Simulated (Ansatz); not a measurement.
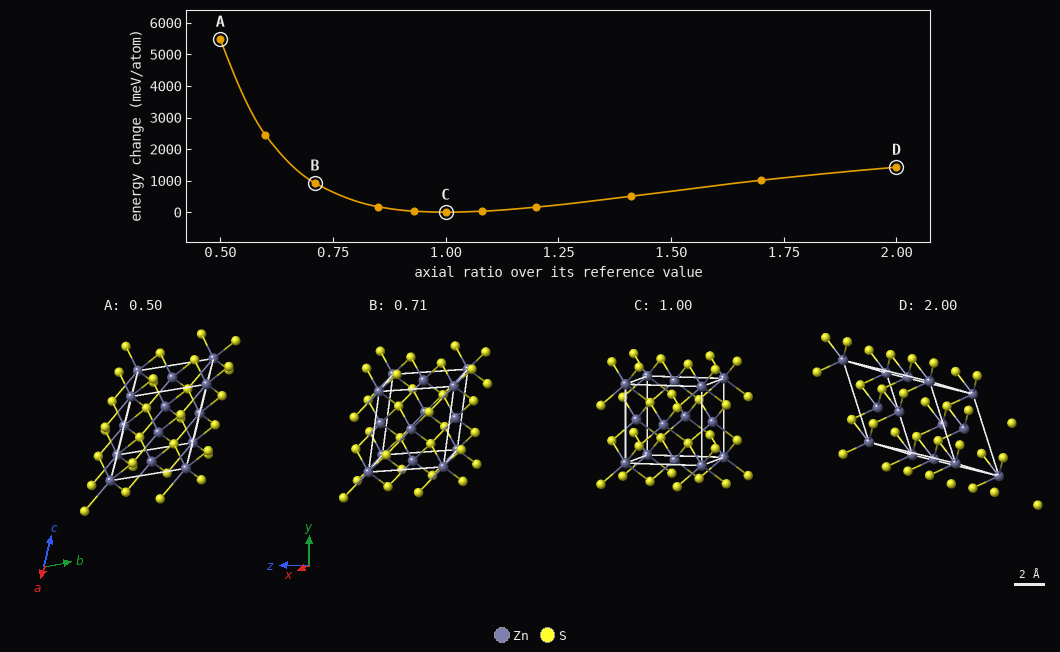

A scan of crystalline ZnS (F-43m): the ratio of the cell's length along [111] to its lengths across, counted as 1 for the reference, is changed at fixed volume (a trigonal path), with the atoms kept at their fractional coordinates. x, y and z are the Cartesian axes of the input. The lettered frames are marked on the plot. A ball-and-stick model of the conventional cell (4 times the calculation's cell), seen slightly off an axis. Lengths and directions refer to the drawn axes.

Computed with DFT PBE, scalar-relativistic, plane waves, PAW in Ansatz 0.2.0. Settings: plane-wave cutoff 420 eV; k-point mesh 10 × 10 × 10; occupations gaussian; smearing width 0.05 eV; no spin polarisation. Energies (free energies at the smearing named) are counted from the cell as listed in its source, which wasn't relaxed.

> Read off the main features of the energy profile.

Of the computed points the lowest is at the relative ratio 1.00, 0 meV/atom. At the ends of the scan the energy is 5483 meV/atom (0.50) and 1425 meV/atom (2.00). The unrelaxed reference is under a pressure of 1.4 GPa. The distortion takes the space group from F-43m to R3m. At the relative ratio 2.00 the cell of the drawing goes a 5.409 → 6.072 Å, b 5.409 → 6.072 Å, c 5.409 → 6.072 Å, α 90.0° → 120.0°, β 90.0° → 60.0°, γ 90.0° → 120.0°. The band gap on the mesh, 2.10 eV in the reference, closes at 1.41, 1.70, 2.00.

The computed points:

| axial ratio over its reference value | energy change (meV/atom) |
| --- | --- |
| 0.50 | 5483 |
| 0.60 | 2449 |
| 0.71 | 925 |
| 0.85 | 174 |
| 0.93 | 32 |
| 1.00 | 0 |
| 1.08 | 31 |
| 1.20 | 160 |
| 1.41 | 502 |
| 1.70 | 1013 |
| 2.00 | 1425 |
